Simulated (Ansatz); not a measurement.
Sn

The calculation's input:

```
crystal:
  lattice:
    - [3.3281477805, -3.3281477805, 0.0]
    - [3.3281477805, 0.0, -3.3281477805]
    - [7.7659000311, 6.1014933261, 6.1014933261]
  atoms:
    - { symbol: Sn, position: [0.57637639, 0.57637639, 0.5416333333] }
    - { symbol: Sn, position: [0.96527639, -0.03472361, 0.2083] }
    - { symbol: Sn, position: [0.18747639, 0.18747639, 0.8749666667] }
    - { symbol: Sn, position: [0.53470139, 0.53470139, 0.7916333333] }
    - { symbol: Sn, position: [0.92360139, -0.07639861, 0.4583] }
    - { symbol: Sn, position: [0.31250139, 0.31250139, 0.1249666667] }
basis:
  ecutwfc: 420
kpoints:
  mp_grid: { grid: [15, 15, 5] }
hamiltonian:
  xc: pbe
scf:
  occupations: { method: gaussian, width: 0.15 }
output:
  forces: true
  stress: true
  eigenvalues: true
  write_density: true
  write_potential: true
  elf: true
  volumetric_format: npy
```

Command:

```sh
ansatz run input.yaml --threads 2 --pin off --max-ram 5120MiB --backend cpu --events-out ev --progress --plain --runs-dir out
```

Below, planes, directions and counts refer to the conventional cell (a = 8.15 Å, b = 4.71 Å, c = 11.61 Å, α = 90.00°, β = 96.72°, γ = 90.00°).

Space group C2/m; not relaxed (largest force 0.8 eV/Å).

Theory: Ansatz 0.2.0, DFT PBE, scalar-relativistic, plane waves, PAW.

Core electrons are frozen (PAW), and the valence fields are smoothed inside the atomic spheres.

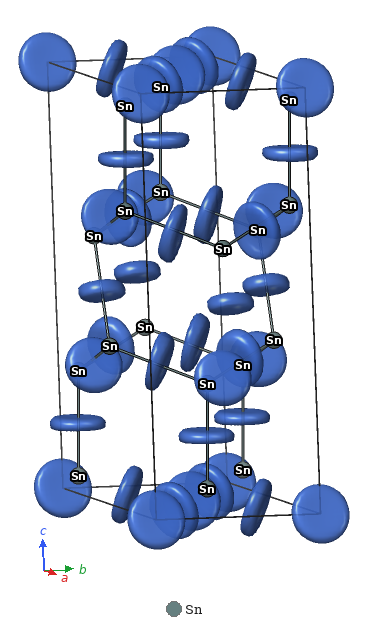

Figure 1. Isosurface of the ELF at 0.55 (blue), seen slightly off an axis. Only the valence region is drawn (cores and ρ < 0.01 e/Å³ removed). Sticks mark near contacts.

Q: Describe the localisation domains.

A: The surface consists of 24 regions between bonded Sn–Sn atoms, counted in one cell of 12 atoms. Regions shared between cells count once. Along the contacts the grid gives the following. Sn–Sn (2.88 Å): the ELF peaks at about 0.65 between the atoms. Sn–Sn (3.19 Å): the ELF peaks at about 0.65 between the atoms.

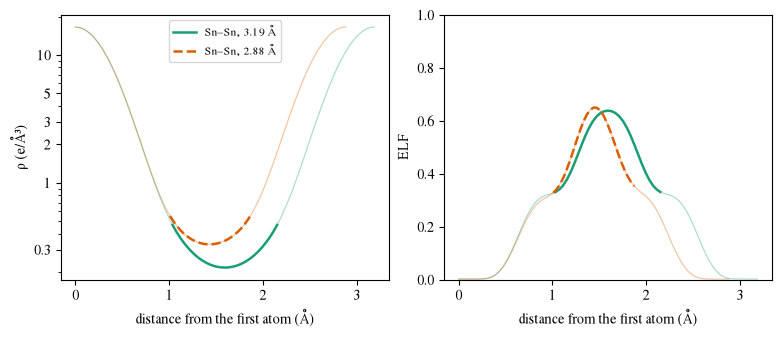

Figure 2. Valence pseudo-density and ELF along straight lines between neighbouring atoms. Thin, pale parts lie inside the atomic spheres.

Q: Compare the contacts.

A: Sn–Sn (3.19 Å): ρ at the midpoint is about 0.22 e/Å³; the ELF peaks at about 0.65 between the atoms.
Sn–Sn (2.88 Å): ρ is about 0.33 e/Å³ halfway; the ELF peaks at about 0.65 between the atoms.

Q: Does the calculation give a band gap?

A: It is gapless in this calculation (a metal or semimetal).
